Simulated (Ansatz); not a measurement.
## Single-point calculation of ZrS₂ (part 2 of 2)

The same run, continued: ZrS₂ (P-3m1, 48 atoms in the cell); DFT PBE, scalar-relativistic, plane waves, PAW, no spin polarisation (Ansatz 0.2.0); cutoff 420 eV, 2×2×2 k-mesh, Gaussian smearing of 0.01 eV. The structure derives from a Materials Project entry. It belongs to a series of runs on one base structure; here: the perfect crystal in a cell of 48 atoms.

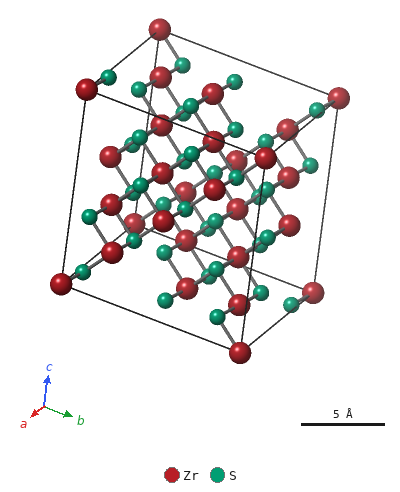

Fig. 1: The structure (ball-and-stick view of the cell of the calculation, seen slightly off an axis). An atom can appear more than once, as a periodic image.

Output, continued
```
  k-point 1: bands = ["-43.8782", "-43.8782", "-43.8720", "-43.8720", "-43.8720", "-43.8720", "-43.8657", "-43.8657", "-43.8631", "-43.8631", "-43.8631", "-43.8631", "-43.8631", "-43.8631", "-43.8631", "-43.8631", "-22.0162", "-22.0162", "-22.0162", "-22.0162", "-22.0013", "-22.0013", "-21.9883", "-21.9883", "-21.9883", "-21.9883", "-21.9266", "-21.9266", "-21.9167", "-21.9167", "-21.9167", "-21.9167", "-21.9045", "-21.9045", "-21.9045", "-21.9045", "-21.8937", "-21.8937", "-21.8937", "-21.8937",
      "-21.8872", "-21.8872", "-21.8797", "-21.8797", "-21.8797", "-21.8797", "-21.8778", "-21.8778", "-21.8778", "-21.8778", "-21.8632", "-21.8632", "-21.8632", "-21.8632", "-21.8346", "-21.8346", "-21.8259", "-21.8259", "-21.8158", "-21.8158", "-21.8158", "-21.8158", "-21.7963", "-21.7963", "-7.2133", "-7.1667", "-6.8349", "-6.8349", "-6.7952", "-6.7952", "-6.5404", "-6.5388", "-6.4549", "-6.4549", "-6.4424", "-6.4424", "-6.3052", "-6.3052", "-6.2910", "-6.2910",
      "-6.2848", "-6.2848", "-6.2652", "-6.2652", "-6.2578", "-6.2441", "-6.2441", "-6.2427", "-6.2427", "-6.1886", "-6.1687", "-6.1653", "-6.0998", "-6.0998", "-6.0847", "-6.0847", "1.0889", "1.0889", "1.1204", "1.1204", "1.1904", "1.2442", "1.3690", "1.5286", "1.5286", "1.5469", "1.5469", "1.6895", "1.6895", "1.7147", "1.7260", "1.7260", "1.8161", "1.8161", "1.9333", "1.9333", "2.0127", "2.0127", "2.0284", "2.0504",
      "2.0504", "2.0817", "2.1036", "2.1036", "2.1068", "2.1068", "2.1754", "2.1823", "2.4918", "2.4960", "2.5878", "2.5878", "2.6523", "2.6523", "2.6568", "2.6568", "2.6591", "2.6591", "2.6660", "2.6862", "2.7030", "2.7233", "2.7233", "2.7490", "2.7490", "2.7721", "2.7721", "2.8923", "2.8923", "2.9219", "2.9219", "2.9384", "2.9736", "2.9736", "3.0022", "3.0022", "3.0143", "3.0143", "3.0389", "3.0389",
      "3.1692", "3.1692", "3.4764", "3.4764", "3.5293", "3.5293", "3.8370", "3.8370", "3.9585", "3.9585", "3.9713", "3.9713", "4.0091", "4.0091", "4.0325", "4.0335", "4.0672", "4.1015", "4.1098", "4.1400", "4.1643", "4.1643", "4.1687", "4.1687", "4.2608", "4.4872", "4.4872", "4.6168", "4.6321", "4.6883", "4.6883", "4.8075", "6.2589", "6.3481", "6.5215", "6.5215", "6.5733", "6.5733", "6.6192", "6.6192",
      "6.7302", "6.7302", "6.7583", "6.7774", "7.1658", "7.1674", "7.2670", "7.2670", "7.2870", "7.2870", "7.6815", "7.6815", "7.7027", "7.8338", "7.8338", "7.8478", "7.8478", "7.9027", "7.9027", "8.0254", "8.1466", "8.1466", "8.1995", "8.1995", "8.2200", "8.2200", "8.2269", "8.2385", "8.3469", "8.3469", "8.4645", "8.4645", "8.4844", "8.4844", "8.5192", "8.5192", "8.5239", "8.5310", "8.5310", "8.5387"]
  k-point 2: bands = ["-43.8808", "-43.8738", "-43.8738", "-43.8720", "-43.8720", "-43.8675", "-43.8675", "-43.8675", "-43.8675", "-43.8631", "-43.8631", "-43.8631", "-43.8631", "-43.8631", "-43.8613", "-43.8613", "-22.0365", "-22.0362", "-22.0362", "-21.9898", "-21.9898", "-21.9880", "-21.9880", "-21.9624", "-21.9624", "-21.9624", "-21.9624", "-21.9345", "-21.9213", "-21.9213", "-21.9173", "-21.9173", "-21.9131", "-21.9131", "-21.9042", "-21.9042", "-21.8938", "-21.8938", "-21.8938", "-21.8938",
      "-21.8937", "-21.8937", "-21.8840", "-21.8840", "-21.8792", "-21.8792", "-21.8792", "-21.8781", "-21.8781", "-21.8742", "-21.8742", "-21.8427", "-21.8427", "-21.8425", "-21.8423", "-21.8423", "-21.8423", "-21.8423", "-21.8155", "-21.8155", "-21.8144", "-21.8144", "-21.7887", "-21.7884", "-7.3430", "-6.9224", "-6.9224", "-6.8221", "-6.8095", "-6.5588", "-6.5588", "-6.5375", "-6.5375", "-6.5178", "-6.5178", "-6.5178", "-6.2975", "-6.2975", "-6.2929", "-6.2929",
      "-6.2897", "-6.2897", "-6.2744", "-6.2651", "-6.2651", "-6.2606", "-6.2606", "-6.2577", "-6.2521", "-6.2521", "-6.1986", "-6.1359", "-6.1359", "-6.0143", "-6.0143", "-6.0143", "0.8395", "0.8395", "0.8395", "1.3373", "1.4846", "1.4846", "1.5373", "1.5373", "1.6286", "1.6286", "1.6329", "1.6866", "1.6866", "1.7714", "1.7714", "1.8128", "1.8709", "1.8709", "1.8750", "1.8750", "1.9638", "1.9638", "1.9815", "1.9815",
      "1.9871", "2.0005", "2.0005", "2.1506", "2.3140", "2.3140", "2.3140", "2.4032", "2.4034", "2.4084", "2.4084", "2.5215", "2.5215", "2.5331", "2.5331", "2.5894", "2.5894", "2.6248", "2.6248", "2.6398", "2.6399", "2.6399", "2.6466", "2.6626", "2.7842", "2.8359", "2.8384", "2.8384", "2.8385", "2.8696", "2.8696", "2.9407", "2.9407", "2.9977", "2.9977", "3.0967", "3.0967", "3.1244", "3.1244", "3.1807",
      "3.1807", "3.3444", "3.3444", "3.5457", "3.5457", "3.5899", "3.5899", "3.6569", "3.6569", "3.8928", "3.8928", "3.8928", "3.9647", "3.9647", "3.9672", "3.9672", "4.0769", "4.0769", "4.0769", "4.1489", "4.1840", "4.2335", "4.3103", "4.3103", "4.4387", "4.4387", "4.5201", "4.6713", "4.6785", "4.6785", "5.0006", "5.0006", "6.2054", "6.2055", "6.2055", "6.5138", "6.5727", "6.6948", "6.6951", "6.8035",
      "6.8035", "6.9129", "6.9129", "7.0863", "7.0863", "7.2228", "7.2228", "7.2493", "7.2493", "7.2743", "7.2743", "7.6710", "7.6870", "7.6870", "7.7909", "7.7909", "7.8115", "7.8115", "7.8404", "7.8414", "8.1530", "8.1530", "8.1580", "8.2589", "8.2589", "8.2762", "8.2762", "8.3461", "8.3666", "8.3666", "8.3667", "8.4766", "8.4766", "8.5412", "8.5412", "8.5837", "8.5837", "8.6484", "8.6485", "8.6485"]
  k-point 3: bands = ["-43.8789", "-43.8789", "-43.8707", "-43.8707", "-43.8707", "-43.8707", "-43.8678", "-43.8678", "-43.8644", "-43.8644", "-43.8644", "-43.8644", "-43.8625", "-43.8625", "-43.8610", "-43.8610", "-22.0240", "-22.0240", "-22.0136", "-22.0136", "-22.0136", "-22.0136", "-21.9731", "-21.9731", "-21.9533", "-21.9533", "-21.9423", "-21.9423", "-21.9285", "-21.9284", "-21.9239", "-21.9239", "-21.9239", "-21.9239", "-21.9034", "-21.9034", "-21.9033", "-21.9033", "-21.8951", "-21.8951",
      "-21.8834", "-21.8834", "-21.8834", "-21.8834", "-21.8775", "-21.8775", "-21.8735", "-21.8735", "-21.8660", "-21.8660", "-21.8467", "-21.8467", "-21.8438", "-21.8438", "-21.8438", "-21.8438", "-21.8280", "-21.8280", "-21.8280", "-21.8280", "-21.8164", "-21.8163", "-21.7951", "-21.7951", "-7.2503", "-7.2033", "-6.7473", "-6.7473", "-6.7075", "-6.7075", "-6.5607", "-6.5251", "-6.5100", "-6.5100", "-6.5006", "-6.5006", "-6.4561", "-6.4422", "-6.3184", "-6.3055",
      "-6.3055", "-6.2803", "-6.2591", "-6.2591", "-6.2531", "-6.2360", "-6.2309", "-6.1823", "-6.1821", "-6.1780", "-6.1239", "-6.1239", "-6.1116", "-6.1116", "-6.0574", "-6.0404", "1.0008", "1.0267", "1.0798", "1.0798", "1.1228", "1.1228", "1.3216", "1.6735", "1.7040", "1.7052", "1.7374", "1.7374", "1.7448", "1.8195", "1.8675", "1.8701", "1.8701", "1.8766", "1.9185", "1.9233", "2.0130", "2.0130", "2.0494", "2.0494",
      "2.0527", "2.0796", "2.0796", "2.0976", "2.1288", "2.1417", "2.1453", "2.1814", "2.1814", "2.2267", "2.3568", "2.3709", "2.3709", "2.4680", "2.4722", "2.4963", "2.4963", "2.6066", "2.6682", "2.6682", "2.7009", "2.7009", "2.8119", "2.8119", "2.8177", "2.8694", "2.8843", "2.8893", "2.9766", "2.9766", "2.9936", "3.0172", "3.0172", "3.1152", "3.1164", "3.1164", "3.1691", "3.1870", "3.1977", "3.2969",
      "3.3221", "3.3394", "3.4792", "3.5104", "3.5470", "3.5964", "3.6865", "3.6865", "3.6919", "3.6919", "3.7506", "3.8535", "3.8535", "3.9030", "3.9030", "3.9237", "3.9237", "3.9829", "4.0843", "4.0843", "4.1759", "4.3240", "4.3274", "4.3962", "4.4672", "4.5090", "4.5090", "4.6494", "4.6564", "4.6685", "4.6685", "4.7845", "6.3508", "6.3508", "6.4490", "6.4490", "6.5802", "6.7042", "6.8834", "6.9043",
      "6.9514", "6.9546", "6.9803", "6.9803", "6.9842", "6.9842", "7.1102", "7.1939", "7.3613", "7.3836", "7.3887", "7.4488", "7.4488", "7.5199", "7.5199", "7.5900", "7.6655", "7.9799", "8.0063", "8.1696", "8.2168", "8.2309", "8.2309", "8.2340", "8.2340", "8.2905", "8.3171", "8.3226", "8.3829", "8.3829", "8.4723", "8.4875", "8.5318", "8.5318", "8.5570", "8.5698", "8.5698", "8.5878", "8.5933", "8.5933"]
```

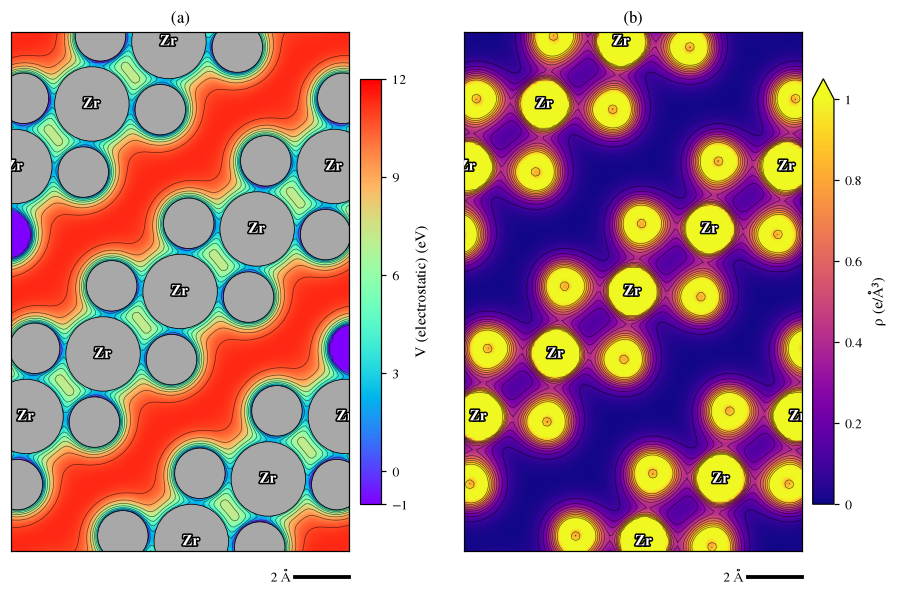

Fig. 2: (a) electrostatic potential energy of an electron; (b) valence charge density (pseudo) on the (011) plane of the calculation cell. Grey discs, where drawn, cover atomic cores. Away from the nuclei the density in this plane falls to 0.007 e/Å³ at its lowest. Outside the cores the potential energy rises away from the atoms and is highest about 2.3 Å from the nearest atoms; outside the discs it spans about 11 eV, and its zero is arbitrary. The fields are those of the smooth PAW valence density.

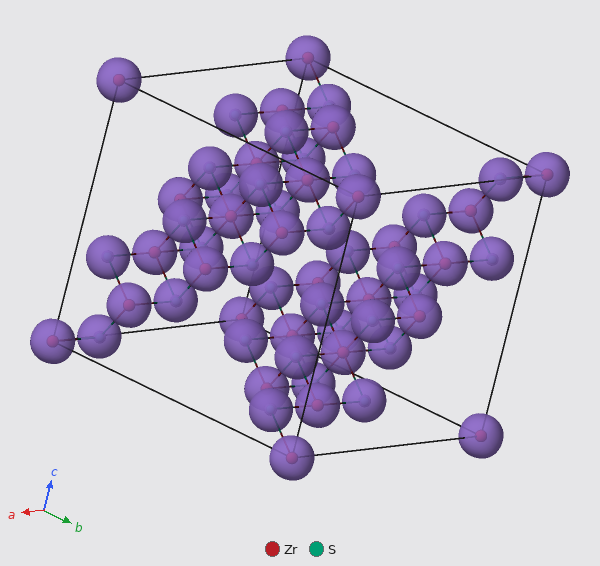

Fig. 3: Isosurface of the valence electron density at 0.6 e/Å³ (purple), seen at an oblique angle. Sticks mark near contacts. The outline is the calculation cell. At this value the density breaks into separate islands; it holds about 60 % of the electrons treated as valence (semicore included). It is pinched off along the Zr–S (2.57 Å) contacts. On the grid the lowest density along these lines, outside the cores, is 0.43 e/Å³ (Zr–S, 2.57 Å).

Results in brief

| quantity | value |
| --- | --- |
| outcome | converged |
| space group (tolerance 0.01 Å) | P-3m1 (164) |
| electrons treated | 384 |
| free energy | −95882.4513 eV |
| Fermi energy | 5.603 eV |
| gap on the k-point mesh | 1.20 eV |
| pressure | 0.01 GPa |
| largest force (length of the vector) | under 0.001 eV/Å |
| wall time | 38 s (CPU time 2.4 min) |
| peak memory | 5.6 GiB |
